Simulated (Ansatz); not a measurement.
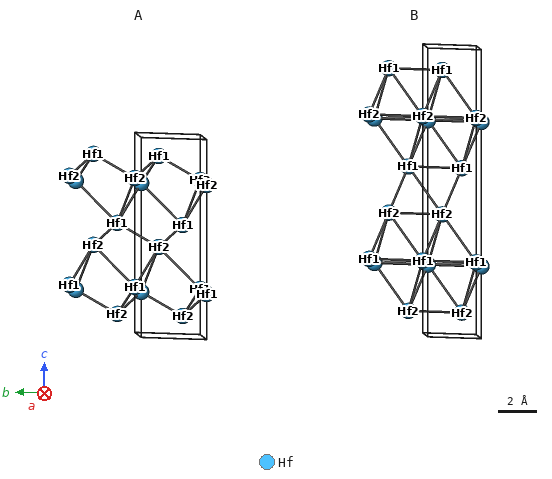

Two geometries of a crystal of Hf (built on the grey arsenic (A7)_166 type) (coarse preliminary run), drawn at one scale. One is the start of a relaxation, the other its converged end. The picture is a ball-and-stick view of the conventional cell (3 times the calculation's cell), repeated 1 × 2 × 1 with one cell outlined, seen from a free direction. Lengths and directions refer to the drawn axes.

The calculation used DFT PBE, scalar-relativistic, plane waves, PAW in Ansatz 0.2.0. Set-up: plane-wave cutoff 420 eV; k-point mesh 6 × 6 × 6; occupations gaussian; smearing width 0.1 eV; no spin polarisation; cell and atoms relaxed; force threshold 0.04 eV/Å; at most 70 steps.

Which one is relaxed?

Answer. Structure B is the relaxed one. Case: grey arsenic (A7) type (R-3m, No. 166). The energy falls by 1645 meV per atom in 13 accepted moves (15 points after the start). The largest force component goes from 4.8 to 0.00053 eV/Å. Pressure: 9.31 GPa at the start and 0.00 GPa at the end. At 2 points the geometry stayed and the basis and grid were re-selected for the new cell (energy shift of 80.4 meV per atom at most each time). The largest moves relative to the cell, 0.35 Å, are those of Hf1 and Hf2. Hf1 goes along +c. The volume changes by −3.2 %, with a = b 3.870 → 3.167 Å (−18.2 %), c 10.765 → 15.551 Å (+44.5 %). Some distances before and after: Hf1–Hf1 3.870 → 3.167 Å, Hf1–Hf2 2.590 → 3.172 Å, Hf1–Hf2 (another image) 3.191 → 3.172 Å. Bond angles that change, for instance: Hf2–Hf1–Hf2 96.7° → 59.9°, Hf2–Hf1–Hf2 93.4° → 120.1°, Hf2–Hf1–Hf2 164.8° → 180.0°. The space group (tolerance 0.01 Å) goes from R-3m (No. 166) to Fm-3m (No. 225). The run took of the order of 28 core-seconds on a shared host.
